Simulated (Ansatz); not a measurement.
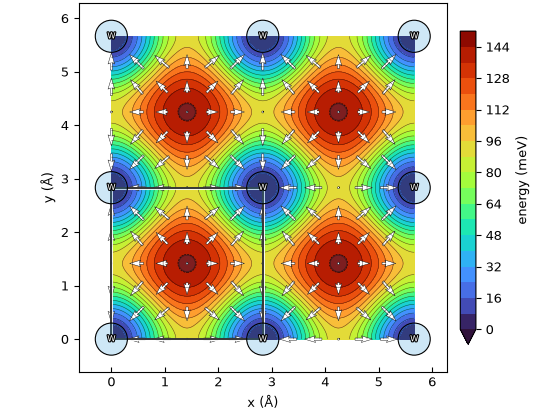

Energy landscape of Si on a W(100) slab cut from the Fm-3m phase, its upper half relaxed before the scan (12 atoms of substrate and one adsorbate in a 2 × 2 cell). Si is moved over the surface cell at a fixed height above a rigid substrate; the origin of the map has the adsorbate above W9; the height is held at 2.80 Å. Places are given modulo a cell vector. The map is drawn in real space over the plane of the surface. Grid: 6 × 6 points; 10 points were computed and 26 follow by symmetry. Places are given in fractions of the 1 × 1 surface cell. Energies are in meV, from the lowest grid point. The runs have no spin polarisation, so an open-shell adsorbate far from the surface lies too high. At a fixed height the lowest place need not be the adsorption site. Level of theory: DFT PBE+D3(BJ), scalar-relativistic, plane waves, PAW (Ansatz 0.2.0). Settings: cutoff 420 eV, k-mesh 5×5×1, gaussian smearing 0.1 eV, no spin polarisation.

The picture shows filled contours, arrows along the force (downhill), their lengths compressed, labelled circles for the atoms of the top layer and small ones for the second layer, the outline of one cell of the 2 × 2 shown. Between grid points the surface is interpolated. 

What does the map say about the system?

The lowest grid point is at the top site over a surface W atom, (0/6, 0/6) of the cell vectors. No other kind of well shows on this grid. The highest grid point, a fourfold hollow over a second-layer W atom, (3/6, 3/6) of the cell vectors, lies 145 meV above the lowest. On the interpolated surface the easiest way out of the lowest well to its copy in the next cell or period passes a barrier of about 93 meV. At the lowest point the adsorbate has 1 W at 2.80 Å as nearest neighbours, at the highest 4 W at 3.44 Å.

Grid values (meV):

```csv
"second ↓, first →",0/6,1/6,2/6,3/6,4/6,5/6
5/6,23,45,88,108,88,45
4/6,70,88,122,135,122,88
3/6,93,108,135,145,135,108
2/6,70,88,122,135,122,88
1/6,23,45,88,108,88,45
0/6,0,23,70,93,70,23
```

The input of one point:

```yaml
crystal:
  lattice:
    - [5.6644156868, 0.0, 0.0]
    - [0.0, 5.6644156868, 0.0]
    - [0.0, 0.0, 21.1500668291]
  atoms:
    - { symbol: W, position: [0.25, 0.25, 0.1891246979] }
    - { symbol: W, position: [0.25, 0.75, 0.1891246979] }
    - { symbol: W, position: [0.75, 0.25, 0.1891246979] }
    - { symbol: W, position: [0.75, 0.75, 0.1891246979] }
    - { symbol: W, position: [0.0, 0.0, 0.2848852803] }
    - { symbol: W, position: [0.0, 0.5, 0.2848852803] }
    - { symbol: W, position: [0.5, 0.0, 0.2848852803] }
    - { symbol: W, position: [0.5, 0.5, 0.2848852803] }
    - { symbol: W, position: [0.25, 0.25, 0.3806166143] }
    - { symbol: W, position: [0.25, 0.75, 0.3806166143] }
    - { symbol: W, position: [0.75, 0.25, 0.3806166143] }
    - { symbol: W, position: [0.75, 0.75, 0.3806166143] }
    - { symbol: Si, position: [0.25, 0.25, 0.5130039029] }
basis:
  ecutwfc: 420
kpoints:
  mp_grid: { grid: [5, 5, 1] }
hamiltonian:
  xc: pbe
  pseudopotentials: { kind: paw, azcp: { folder: soft_1 } }
  dispersion: d3bj
scf:
  occupations: { method: gaussian, width: 0.1 }
output:
  forces: true
  eigenvalues: true
efield:
  axis: 3
  dipole_correction: true
  ramp_width: 0.04
```

Each point was launched as `ansatz run input.yaml --threads 2 --pin off --max-ram 6144MiB --backend cpu --events-out ev --progress --plain --runs-dir out`. Time for the 10 points that were run: 12 min on 2 threads of Arm Neoverse N1, with other jobs on the host.
